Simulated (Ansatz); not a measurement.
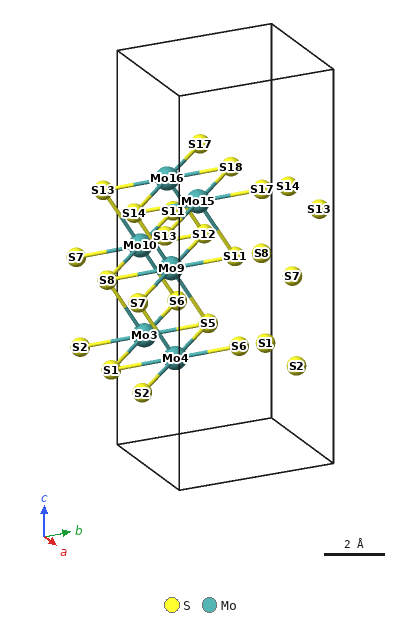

**Figure 1.** The starting structure (ball-and-stick view of the cell of the calculation, with the vacuum cut short, seen slightly off an axis; bonded neighbours outside the cell are drawn too; atoms are numbered from 1 in the order of the input). An atom can appear more than once, as a periodic image. Near neighbours in the periodic cell (some may lie outside the picture): S has 2 Mo at 2.42 Å; Mo has 5 S at 2.42 Å; S has 3 Mo at 2.42 Å; Mo has 6 S at 2.42 Å.

MoS$_{2}$: geometry relaxation (part 1 of 3)

System: MoS$_{2}$ (slab, 18 atoms in the cell).
Method: DFT PBE+D3(BJ), scalar-relativistic, plane waves, PAW, no spin polarisation (Ansatz 0.2.0).

The structure derives from an entry of the Crystallography Open Database. The input holds or restrains some coordinates. Forces given for the steps count only the free coordinates. It belongs to a series of runs on one base structure; here: clean slab, lower half held. Figures and captions count atoms from 1; the log counts them from 0 in places.

The program's output:
```
Engine: ansatz 0.2.0, x86_64-unknown-linux-gnu
Pseudopotentials: kind: paw
Pseudopotential: S, paw, valence charge 6, recommended cutoff 420 eV (normal), S.paw.azcp
Pseudopotential: Mo, paw, valence charge 14, recommended cutoff 420 eV (normal), Mo.paw.azcp
Functional definition: PBE
  parameter kappa = 0.804
  parameter beta = 0.06672455060314922
  exchange = pbe_x(kappa = kappa, mu = beta*pi^2/3)
  correlation = pbe_c(beta = beta)
Crystal: 18 atoms, lattice volume = 894.183 Å³
Basis set: ecut = 420 eV, 17535 PW (Γ), exchange–correlation on 90×90×320 points (8 copies of the dense FFT grid, shifted against one another)
Bands: 96, of which v1, the nominal top of the filled ones, is band 78 counted from 1 (77 counted from 0)
Symmetry: 2 space group operations
k-points: 13 of 25 (time reversal used)
Non-local potential: S, projectors of the file, l = 0: 2, l = 1: 2, l = 2: 2
Non-local potential: Mo, projectors of the file, l = 0: 3, l = 1: 2, l = 2: 2, l = 3: 1
PAW form: soft (Blöchl's): semilocal exchange-correlation on the pseudo side does not see the compensation charge
PAW one-centre angular grid: S, 110 points (default); XC on 64 Gauss nodes
PAW one-centre angular grid: Mo, 590 points (default); XC on 64 Gauss nodes
Initial density: superposition of atomic densities (neutral atoms: chi_scale 0, normalization atom), corrected by the library's trained network
Initial wavefunctions: pseudopotential atomic-orbital guess
Functional: x = pbe(κ = 0.804, μ = 0.2195149727645171), c = pbe(β = 0.06672455060314922)
SCF iter   1: F=—  HF=-40572.776032 eV  |F-HF|=—  |Δ(HF+E_count)|=         —  Δρ=6.01e-3  dr2=5.61e-1  ethr=1.77e-3  p=-0.000 e·Å  D=-5.45e-12 V/Å  ΔV_dip=0.00 eV  dr2_dipole=2.15e-7  V_vac-E_F(+/−)=4.45/4.45 eV  ⟨swp⟩=8.4  Hψ=5876  notcnv=0
efield: sawtooth ramp at fractional position 0.9800 (placed from the atoms, in the widest stretch of the axis that holds none; the zero of the levels goes with the place), width 0.0400; the density the first Hamiltonian is built on has a dipole p = -0.000 e·Å; the dipole correction subtracts the counter field D = -5.45e-12 V/Å, which shifts the + side's vacuum level by +0.00 eV against the − side's; the planar-averaged density in the ramp window peaks in size at 6.1e-6 e/Å³
preconditioner: auto → LDOS  [metal: Δε(μ)=0.024 eV  Ē_g=6.853 eV  σ=0.100 eV  W_gap=0.13  n_scr=110 (ndim 8)  ℏωp=12.9 eV  f_vac=0.594  D(μ)=14.93/eV (n_scr^D=84)  β→1.0]
SCF iter   2: F=—  HF=-40572.707596 eV  |F-HF|=—  |Δ(HF+E_count)|=   6.84e-2  Δρ=2.68e-3  dr2=5.77e-2  ethr=3.59e-4  p=-0.000 e·Å  D=-5.61e-6 V/Å  ΔV_dip=0.00 eV  dr2_dipole=3.69e-7  V_vac-E_F(+/−)=4.81/4.81 eV  ⟨swp⟩=2.1  Hψ=2077  notcnv=0  defer=105
SCF iter   3: F=—  HF=-40572.699750 eV  |F-HF|=—  |Δ(HF+E_count)|=   7.85e-3  Δρ=9.83e-4  dr2=2.03e-2  ethr=3.70e-5  p=0.000 e·Å  D=9.54e-7 V/Å  ΔV_dip=-0.00 eV  dr2_dipole=3.82e-8  V_vac-E_F(+/−)=4.78/4.78 eV  ⟨swp⟩=2.0  Hψ=2066  notcnv=0  defer=105
SCF iter   4: F=—  HF=-40572.696614 eV  |F-HF|=—  |Δ(HF+E_count)|=   3.14e-3  Δρ=4.71e-4  dr2=3.67e-3  ethr=1.30e-5  p=0.000 e·Å  D=9.29e-7 V/Å  ΔV_dip=-0.00 eV  dr2_dipole=7.22e-10  V_vac-E_F(+/−)=4.81/4.81 eV  ⟨swp⟩=2.0  Hψ=1780  notcnv=0  defer=33
SCF iter   5: F=—  HF=-40572.696054 eV  |F-HF|=—  |Δ(HF+E_count)|=   5.61e-4  Δρ=1.14e-4  dr2=3.09e-4  ethr=2.35e-6  p=0.000 e·Å  D=6.58e-7 V/Å  ΔV_dip=-0.00 eV  dr2_dipole=2.46e-10  V_vac-E_F(+/−)=4.83/4.83 eV  ⟨swp⟩=2.2  Hψ=1583  notcnv=0  defer=33
SCF iter   6: F=-40572.696059 eV  HF=-40572.696061 eV  |F-HF|=2.02e-6  |Δ(HF+E_count)|=   7.14e-6  Δρ=2.77e-5  dr2=1.18e-5  ethr=1.44e-8  p=0.000 e·Å  D=5.98e-7 V/Å  ΔV_dip=-0.00 eV  dr2_dipole=8.63e-11  V_vac-E_F(+/−)=4.84/4.84 eV  ⟨swp⟩=18.8  Hψ=13838  notcnv=0
SCF 1 converged in 6 iterations: F = -40572.696059 eV  dr2 = 1.18e-5
  greatest PAW one-centre occupation: 0.998 electrons in one spin orbital (limit 2), on the Mo atom at site 9 (counted from 0), in its partial waves of l = 0
relax step   1: F+E_penalty+E_count = -40572.69605893 eV  Δ(F+E_penalty+E_count) = +0.000e0 eV  max|allowed force component| = 2.644e0 eV/Å  Δτ_max = 0.0000 Å  (6 SCF iters, dr2 threshold 2.25e-5 eV, accepted)
Initial density: handed on by an earlier stage of this run
Initial wavefunctions: those handed on with the density
iter 1 solved again at ethr=1.44e-3 eV; its pass at ethr=3.10e-3 eV (dr2=2.25e0 eV) is discarded
SCF iter   1: F=—  HF=-40574.227294 eV  |F-HF|=—  |Δ(HF+E_count)|=         —  Δρ=8.82e-3  dr2=2.43e0  ethr=1.44e-3  p=0.000 e·Å  D=5.94e-7 V/Å  ΔV_dip=-0.00 eV  dr2_dipole=7.52e-1  V_vac-E_F(+/−)=4.85/4.85 eV  ⟨swp⟩=1.1  Hψ=4275  notcnv=0  defer=117
efield: sawtooth ramp at fractional position 0.9800 (handed on by an earlier solve), width 0.0400; the density the first Hamiltonian is built on has a dipole p = 0.000 e·Å; the dipole correction subtracts the counter field D = 5.94e-7 V/Å, which shifts the + side's vacuum level by -0.00 eV against the − side's; the planar-averaged density in the ramp window peaks in size at 5.3e-7 e/Å³
preconditioner: auto → LDOS  [metal: Δε(μ)=0.006 eV  Ē_g=7.008 eV  σ=0.100 eV  W_gap=0.03  n_scr=110 (ndim 8)  ℏωp=12.9 eV  f_vac=0.597  D(μ)=11.78/eV (n_scr^D=60)  β→1.0]
SCF iter   2: F=—  HF=-40574.147253 eV  |F-HF|=—  |Δ(HF+E_count)|=   8.00e-2  Δρ=4.86e-3  dr2=7.24e-1  ethr=1.44e-3  p=-0.118 e·Å  D=-2.39e-2 V/Å  ΔV_dip=0.57 eV  dr2_dipole=1.73e-1  V_vac-E_F(+/−)=5.33/4.76 eV  ⟨swp⟩=3.4  Hψ=1927  notcnv=0  defer=117
SCF iter   3: F=—  HF=-40574.089736 eV  |F-HF|=—  |Δ(HF+E_count)|=   5.75e-2  Δρ=1.49e-3  dr2=1.03e-1  ethr=4.64e-4  p=-0.074 e·Å  D=-1.50e-2 V/Å  ΔV_dip=0.35 eV  dr2_dipole=2.78e-2  V_vac-E_F(+/−)=5.16/4.80 eV  ⟨swp⟩=2.2  Hψ=1760  notcnv=0  defer=121
SCF iter   4: F=—  HF=-40574.085499 eV  |F-HF|=—  |Δ(HF+E_count)|=   4.24e-3  Δρ=5.47e-4  dr2=1.30e-2  ethr=6.57e-5  p=-0.083 e·Å  D=-1.69e-2 V/Å  ΔV_dip=0.40 eV  dr2_dipole=2.99e-3  V_vac-E_F(+/−)=5.20/4.80 eV  ⟨swp⟩=1.8  Hψ=1557  notcnv=0  defer=121
SCF iter   5: F=—  HF=-40574.084800 eV  |F-HF|=—  |Δ(HF+E_count)|=   6.98e-4  Δρ=2.53e-4  dr2=1.63e-3  ethr=8.35e-6  p=-0.083 e·Å  D=-1.69e-2 V/Å  ΔV_dip=0.40 eV  dr2_dipole=2.29e-4  V_vac-E_F(+/−)=5.20/4.80 eV  ⟨swp⟩=1.8  Hψ=1596  notcnv=0  defer=121
SCF iter   6: F=—  HF=-40574.084815 eV  |F-HF|=—  |Δ(HF+E_count)|=   1.50e-5  Δρ=8.83e-5  dr2=2.11e-4  ethr=1.04e-6  p=-0.084 e·Å  D=-1.69e-2 V/Å  ΔV_dip=0.40 eV  dr2_dipole=2.83e-5  V_vac-E_F(+/−)=5.20/4.80 eV  ⟨swp⟩=2.2  Hψ=1935  notcnv=0  defer=121
SCF iter   7: F=-40574.084825 eV  HF=-40574.084829 eV  |F-HF|=3.84e-6  |Δ(HF+E_count)|=   1.32e-5  Δρ=2.50e-5  dr2=1.15e-5  ethr=6.41e-8  p=-0.083 e·Å  D=-1.69e-2 V/Å  ΔV_dip=0.40 eV  dr2_dipole=1.35e-6  V_vac-E_F(+/−)=5.20/4.81 eV  ⟨swp⟩=21.0  Hψ=13266  notcnv=0
SCF 2 converged in 7 iterations: F = -40574.084825 eV  dr2 = 1.15e-5
[... from here on the iterations of each SCF are left out, up to the last one ...]
relax step   2: F+E_penalty+E_count = -40574.08482484 eV  Δ(F+E_penalty+E_count) = -1.389e0 eV  max|allowed force component| = 1.054e0 eV/Å  Δτ_max = 0.1948 Å  (7 SCF iters, dr2 threshold 1.00e-4 eV, accepted)
efield: sawtooth ramp at fractional position 0.9800 (handed on by an earlier solve), width 0.0400; the density the first Hamiltonian is built on has a dipole p = -0.083 e·Å; the dipole correction subtracts the counter field D = -1.69e-2 V/Å, which shifts the + side's vacuum level by +0.40 eV against the − side's; the planar-averaged density in the ramp window peaks in size at 2.6e-6 e/Å³
preconditioner: auto → LDOS  [metal: Δε(μ)=0.066 eV  Ē_g=7.059 eV  σ=0.100 eV  W_gap=0.36  n_scr=110 (ndim 8)  ℏωp=12.9 eV  f_vac=0.595  D(μ)=9.02/eV (n_scr^D=44)  β→1.0]
SCF 3 converged in 6 iterations: F = -40574.615634 eV  dr2 = 1.56e-5
relax step   3: F+E_penalty+E_count = -40574.61563371 eV  Δ(F+E_penalty+E_count) = -5.308e-1 eV  max|allowed force component| = 7.556e-1 eV/Å  Δτ_max = 0.1949 Å  (6 SCF iters, dr2 threshold 6.95e-5 eV, accepted)
efield: sawtooth ramp at fractional position 0.9800 (handed on by an earlier solve), width 0.0400; the density the first Hamiltonian is built on has a dipole p = -0.134 e·Å; the dipole correction subtracts the counter field D = -2.72e-2 V/Å, which shifts the + side's vacuum level by +0.64 eV against the − side's; the planar-averaged density in the ramp window peaks in size at 1.6e-6 e/Å³
preconditioner: auto → LDOS  [metal: Δε(μ)=0.065 eV  Ē_g=7.046 eV  σ=0.100 eV  W_gap=0.35  n_scr=110 (ndim 8)  ℏωp=12.9 eV  f_vac=0.592  D(μ)=8.79/eV (n_scr^D=44)  β→1.0]
SCF 4 converged in 6 iterations: F = -40574.762799 eV  dr2 = 3.94e-6
  Residual-converged pass: ⟨swp⟩=1.0  Hψ=1300  notcnv=0  max |occ|·‖R‖ = 7.0e-9 eV (tolerance 1.0e-8 eV)  dr2=3.94e-6  dr2_onsite=4.48e-8  max |Δocc| = 6.1e-11
relax step   4: F+E_penalty+E_count = -40574.76279946 eV  Δ(F+E_penalty+E_count) = -1.472e-1 eV  max|allowed force component| = 6.222e-1 eV/Å  Δτ_max = 0.2000 Å  (6 SCF iters, dr2 threshold 9.08e-5 eV, accepted)
efield: sawtooth ramp at fractional position 0.9800 (handed on by an earlier solve), width 0.0400; the density the first Hamiltonian is built on has a dipole p = -0.143 e·Å; the dipole correction subtracts the counter field D = -2.89e-2 V/Å, which shifts the + side's vacuum level by +0.69 eV against the − side's; the planar-averaged density in the ramp window peaks in size at 3.6e-7 e/Å³
preconditioner: auto → LDOS  [metal: Δε(μ)=0.037 eV  Ē_g=7.054 eV  σ=0.100 eV  W_gap=0.21  n_scr=110 (ndim 8)  ℏωp=12.9 eV  f_vac=0.588  D(μ)=8.22/eV (n_scr^D=30)  β→1.0]
SCF 5 converged in 6 iterations: F = -40574.893482 eV  dr2 = 7.76e-6
relax step   5: F+E_penalty+E_count = -40574.89348194 eV  Δ(F+E_penalty+E_count) = -1.307e-1 eV  max|allowed force component| = 2.531e-1 eV/Å  Δτ_max = 0.1949 Å  (6 SCF iters, dr2 threshold 1.00e-4 eV, accepted)
efield: sawtooth ramp at fractional position 0.9800 (handed on by an earlier solve), width 0.0400; the density the first Hamiltonian is built on has a dipole p = -0.135 e·Å; the dipole correction subtracts the counter field D = -2.74e-2 V/Å, which shifts the + side's vacuum level by +0.65 eV against the − side's; the planar-averaged density in the ramp window peaks in size at 6.9e-7 e/Å³
preconditioner: auto → LDOS  [metal: Δε(μ)=0.064 eV  Ē_g=7.063 eV  σ=0.100 eV  W_gap=0.35  n_scr=110 (ndim 8)  ℏωp=12.9 eV  f_vac=0.586  D(μ)=10.19/eV (n_scr^D=48)  β→1.0]
SCF 6 converged in 6 iterations: F = -40574.925840 eV  dr2 = 4.03e-6
relax step   6: F+E_penalty+E_count = -40574.92584043 eV  Δ(F+E_penalty+E_count) = -3.236e-2 eV  max|allowed force component| = 1.418e-1 eV/Å  Δτ_max = 0.1944 Å  (6 SCF iters, dr2 threshold 1.06e-5 eV, accepted)
efield: sawtooth ramp at fractional position 0.9800 (handed on by an earlier solve), width 0.0400; the density the first Hamiltonian is built on has a dipole p = -0.130 e·Å; the dipole correction subtracts the counter field D = -2.64e-2 V/Å, which shifts the + side's vacuum level by +0.63 eV against the − side's; the planar-averaged density in the ramp window peaks in size at 5.1e-7 e/Å³
preconditioner: auto → LDOS  [metal: Δε(μ)=0.052 eV  Ē_g=7.053 eV  σ=0.100 eV  W_gap=0.29  n_scr=110 (ndim 8)  ℏωp=12.9 eV  f_vac=0.585  D(μ)=10.10/eV (n_scr^D=48)  β→1.0]
SCF 7 converged in 6 iterations: F = -40574.923651 eV  dr2 = 2.39e-6
relax step   7: F+E_penalty+E_count = -40574.92365112 eV  Δ(F+E_penalty+E_count) = +2.189e-3 eV  max|allowed force component| = 2.014e-1 eV/Å  Δτ_max = 0.0649 Å  (6 SCF iters, dr2 threshold 3.33e-6 eV, rejected (line search))
SCF iter   1: F=—  HF=-40574.931905 eV  |F-HF|=—  |Δ(HF+E_count)|=         —  Δρ=1.07e-3  dr2=2.08e-2  ethr=1.28e-4  p=-0.140 e·Å  D=-2.84e-2 V/Å  ΔV_dip=0.67 eV  dr2_dipole=5.21e-3  V_vac-E_F(+/−)=5.56/4.89 eV  ⟨swp⟩=2.2  Hψ=2264  notcnv=0  defer=118
efield: sawtooth ramp at fractional position 0.9800 (handed on by an earlier solve), width 0.0400; the density the first Hamiltonian is built on has a dipole p = -0.140 e·Å; the dipole correction subtracts the counter field D = -2.84e-2 V/Å, which shifts the + side's vacuum level by +0.67 eV against the − side's; the planar-averaged density in the ramp window peaks in size at 5.6e-7 e/Å³
preconditioner: auto → LDOS  [metal: Δε(μ)=0.068 eV  Ē_g=7.052 eV  σ=0.100 eV  W_gap=0.37  n_scr=110 (ndim 8)  ℏωp=12.9 eV  f_vac=0.586  D(μ)=9.81/eV (n_scr^D=48)  β→1.0]
SCF iter   2: F=—  HF=-40574.930960 eV  |F-HF|=—  |Δ(HF+E_count)|=   9.45e-4  Δρ=5.08e-4  dr2=5.32e-3  ethr=1.34e-5  p=-0.131 e·Å  D=-2.66e-2 V/Å  ΔV_dip=0.63 eV  dr2_dipole=6.50e-4  V_vac-E_F(+/−)=5.53/4.90 eV  ⟨swp⟩=2.0  Hψ=2203  notcnv=0  defer=115
SCF iter   3: F=—  HF=-40574.930020 eV  |F-HF|=—  |Δ(HF+E_count)|=   9.40e-4  Δρ=1.75e-4  dr2=7.91e-4  ethr=3.41e-6  p=-0.136 e·Å  D=-2.75e-2 V/Å  ΔV_dip=0.65 eV  dr2_dipole=6.61e-5  V_vac-E_F(+/−)=5.55/4.90 eV  ⟨swp⟩=2.0  Hψ=2026  notcnv=0  defer=115
SCF iter   4: F=—  HF=-40574.929862 eV  |F-HF|=—  |Δ(HF+E_count)|=   1.58e-4  Δρ=3.79e-5  dr2=3.02e-5  ethr=5.07e-7  p=-0.135 e·Å  D=-2.74e-2 V/Å  ΔV_dip=0.65 eV  dr2_dipole=7.23e-6  V_vac-E_F(+/−)=5.55/4.90 eV  ⟨swp⟩=3.2  Hψ=2629  notcnv=0  defer=115
SCF iter   5: F=—  HF=-40574.929753 eV  |F-HF|=—  |Δ(HF+E_count)|=   1.09e-4  Δρ=1.12e-5  dr2=3.40e-6  ethr=1.93e-8  p=-0.135 e·Å  D=-2.73e-2 V/Å  ΔV_dip=0.65 eV  dr2_dipole=3.90e-7  V_vac-E_F(+/−)=5.55/4.90 eV  ⟨swp⟩=2.0  Hψ=1995  notcnv=0  defer=115
SCF iter   6: F=—  HF=-40574.929754 eV  |F-HF|=—  |Δ(HF+E_count)|=   1.54e-6  Δρ=4.68e-6  dr2=5.16e-7  ethr=2.18e-9  p=-0.135 e·Å  D=-2.74e-2 V/Å  ΔV_dip=0.65 eV  dr2_dipole=1.35e-7  V_vac-E_F(+/−)=5.55/4.90 eV  ⟨swp⟩=2.0  Hψ=1461  notcnv=0  defer=115
SCF iter   7: F=-40574.929755 eV  HF=-40574.929755 eV  |F-HF|=2.90e-8  |Δ(HF+E_count)|=   5.07e-7  Δρ=1.87e-6  dr2=6.23e-8  ethr=6.41e-11  p=-0.135 e·Å  D=-2.74e-2 V/Å  ΔV_dip=0.65 eV  dr2_dipole=3.17e-9  V_vac-E_F(+/−)=5.55/4.90 eV  ⟨swp⟩=18.2  Hψ=10701  notcnv=0
SCF 8 converged in 7 iterations: F = -40574.929755 eV  dr2 = 6.23e-8
relax step   8: F+E_penalty+E_count = -40574.92975486 eV  Δ(F+E_penalty+E_count) = -3.914e-3 eV  max|allowed force component| = 1.522e-2 eV/Å  Δτ_max = 0.0322 Å  (7 SCF iters, accepted)
```

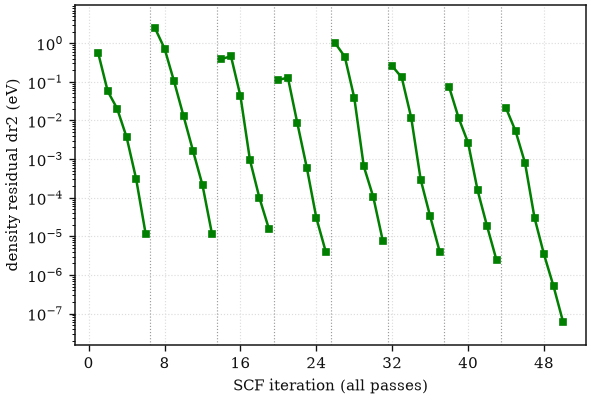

**Figure 2.** Convergence of the self-consistent field: density residual dr2 against the SCF iteration. The dotted lines part the SCF passes of the relaxation: geometry steps, rejected trials and re-solves on a re-selected basis. The 8 passes take 6 to 7 iterations each, 50 in all.

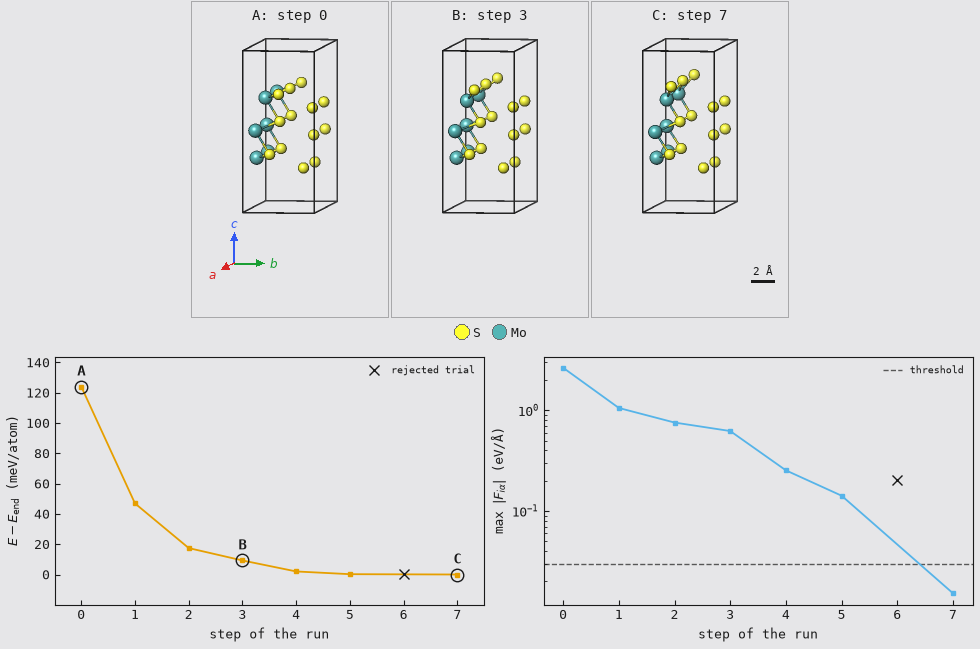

**Figure 3.** Frames of the restrained relaxation (ball-and-stick view of the cell of the calculation, with the vacuum cut short (origin shifted), seen slightly off an axis) above the curves, on which the letters mark them (the first geometry is step 0 here and step 1 in the log).
